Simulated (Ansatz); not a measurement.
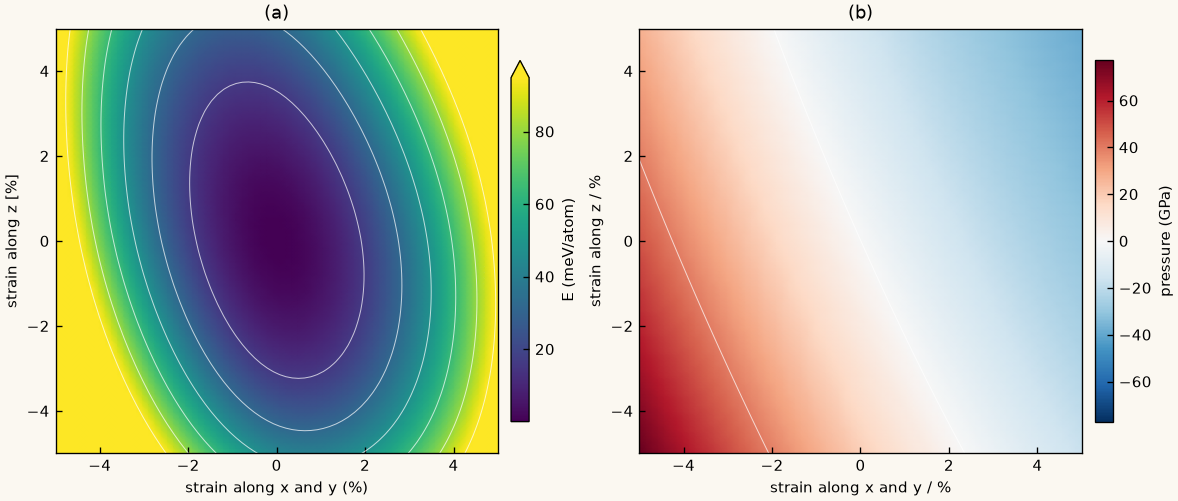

VN₂ (I4/mcm, No. 140; 6 atoms in the cell). The cell is strained homogeneously, by one strain along x and y and another along z, with fractional coordinates fixed (x along [1 0 0], z along [0 0 1] of the conventional cell). First axis: strain along x and y. Second axis: strain along z. Grid: 5 × 5 points. Points are written as (first, second). Energies are in meV/atom, from the lowest grid point. Method: DFT PBEsol, scalar-relativistic, plane waves, PAW in Ansatz 0.2.0. Settings: cutoff 420 eV, k-mesh 16×16×16, gaussian smearing 0.15 eV, no spin polarisation.

Panel (a) is the energy and panel (b) the computed pressure on the same grid.

The picture shows a smooth colour map with a few white contour lines, one colour for all values above the top of the scale. Between grid points the surface is interpolated.

### How does the pressure vary over the map, and what is it at the lowest grid point?

It runs from −38 GPa at (5.0 %, 5.0 %) to 77 GPa at (−5.0 %, −5.0 %). At the lowest grid point, (0.0 %, 0.0 %), it is 0 GPa.
